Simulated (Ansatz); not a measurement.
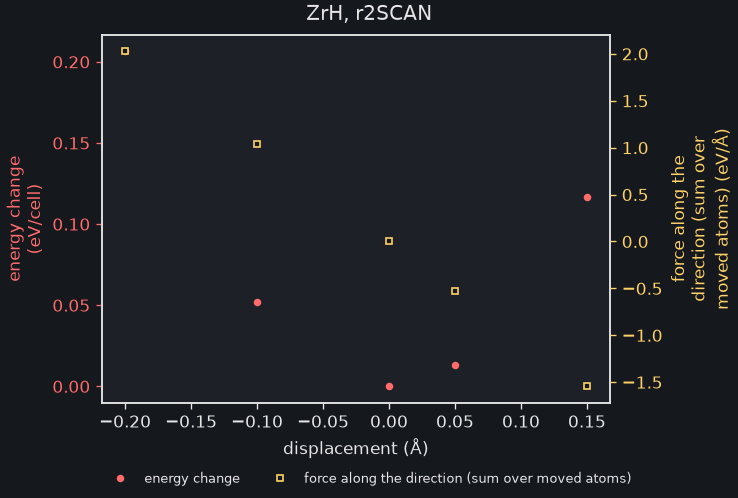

The plot gives the computed energy change and force along the direction (sum over moved atoms) against displacement for ZrH, space group P4_2/mmc (No. 131).

Starting cell:
```xyz
4
Lattice="3.2428 0.0000 0.0000 0.0000 3.2428 0.0000 0.0000 0.0000 4.9480" Properties=species:S:1:pos:R:3 pbc="T T T"
Zr    0.0000    1.6214    0.0000
Zr    1.6214    0.0000    2.4740
H     0.0000    0.0000    3.7110
H     0.0000    0.0000    1.2370
```

How it was computed, with Ansatz 0.2.0: all atoms of one element of a crystal moved along a line, all else fixed, by plane-wave density functional theory with PAW datasets, free energies less that of the undisturbed cell; scalar-relativistic. Level: r2SCAN, no spin polarisation.

- wave cutoff: 500 eV
- k mesh: 14×14×10
- occupations: Gaussian
- smearing width: 0.15 eV
- k shift: (0, 0, 0) (mesh steps)
- start: as given
- moved element: Zr
- direction: (0.7071, −0.7071, 0) (Cartesian unit vector)

> Is the given structure stable along this path?

Yes: the energy rises on both sides of the starting structure, which is therefore a minimum along this path.

> Read off the course of the force along the direction (sum over moved atoms).

It falls from 2.03 eV/Å at displacement −0.20 Å to −1.54 eV/Å at 0.15 Å, and changes sign near 0.00 Å.

Caveats: reference crystal is not relaxed.
